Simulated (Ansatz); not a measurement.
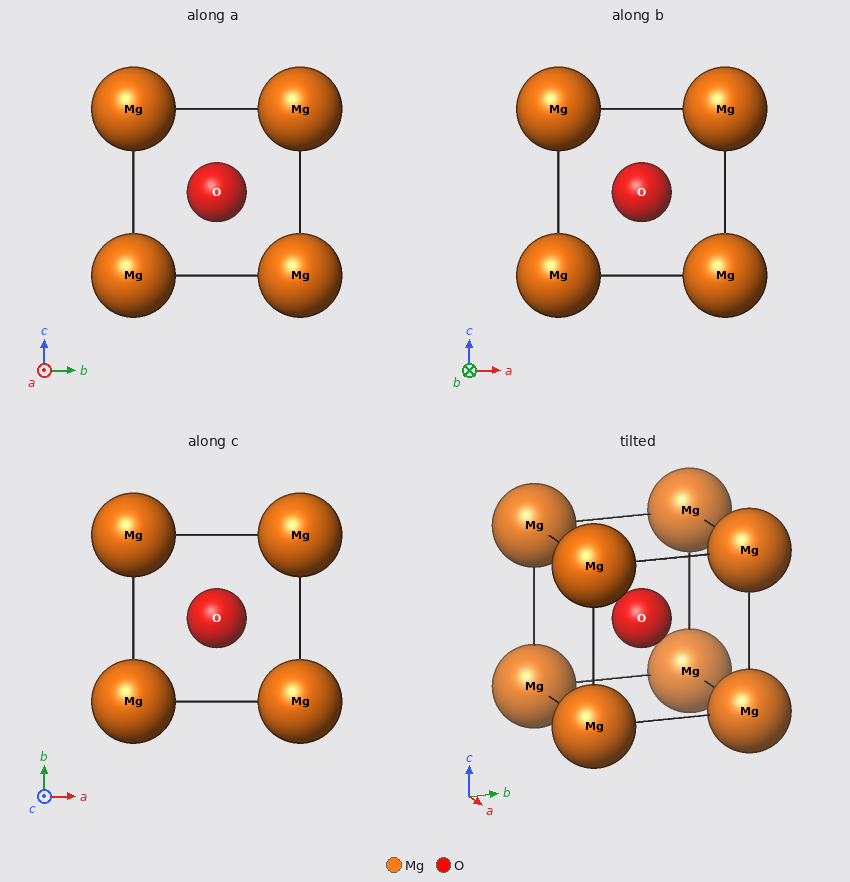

An orthographic spheres-only view of the structure, along the a axis, along the b axis, along the c axis and slightly off an axis. The outline marks the conventional unit cell.

Lattice parameters: a = 2.579 Å, b = 2.579 Å, c = 2.579 Å, α = 90.00°, β = 90.00°, γ = 90.00°. Put a along x and b in the xy plane.

Give the atomic positions as a POSCAR file.

```
Mg O
1.0
     2.579    0.000    0.000
     0.000    2.579    0.000
     0.000    0.000    2.579
Mg O
1 1
Direct
  0.0000 0.0000 0.0000
  0.5000 0.5000 0.5000
```

The initial geometry was a structure type filled with these elements by a generator (whether the compound takes this form wasn't checked). Earlier steps of the study may have refined or changed the cell and positions. It was run through Ansatz as a DFT input.
